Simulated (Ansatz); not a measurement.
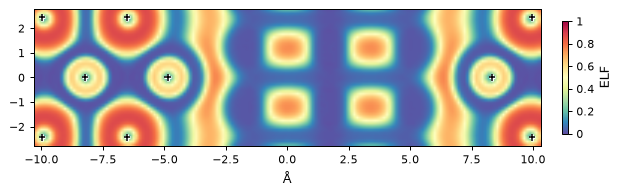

The electron localisation function on a plane through atoms (crosses mark nuclei in the plane).

All numbers below come from Kohn-Sham DFT of a periodic cell, PBE, Ansatz PAW in Ansatz 0.2.0.

Candidates:
A. AgCl, a = 3.36 Å, b = 3.36 Å, c = 3.36 Å, α = 90.00°, β = 90.00°, γ = 90.00°. Space group Pm-3m; a structure from a database of computed crystals, not necessarily the ambient phase; computed pressure about 3 GPa in this cell.
B. Cu, a = 2.40 Å, b = 7.85 Å, c = 2.44 Å, α = 90.00°, β = 90.00°, γ = 90.00°. Space group Cmcm; a structure from a database of computed crystals, not necessarily the ambient phase; computed pressure about 14 GPa in this cell.
C. Na₃Cl₂, a = 3.45 Å, b = 19.93 Å, c = 3.46 Å, α = 90.00°, β = 90.00°, γ = 90.00°. Space group Cmmm; a structure from a database of computed crystals, not necessarily the ambient phase.

### Which candidate gave the map?

Candidate C: Na₃Cl₂ on the (101) plane of the conventional cell, which holds Cl and Na. Na–Cl (2.94 Å): the ELF peaks at about 0.85 in the valence shell of Cl, 0.8 Å from its nucleus, and is about 0.35 at the midpoint. Na–Cl (2.99 Å): the ELF peaks at about 0.85 in the valence shell of Cl, 0.8 Å from its nucleus, and is about 0.35 at the midpoint.
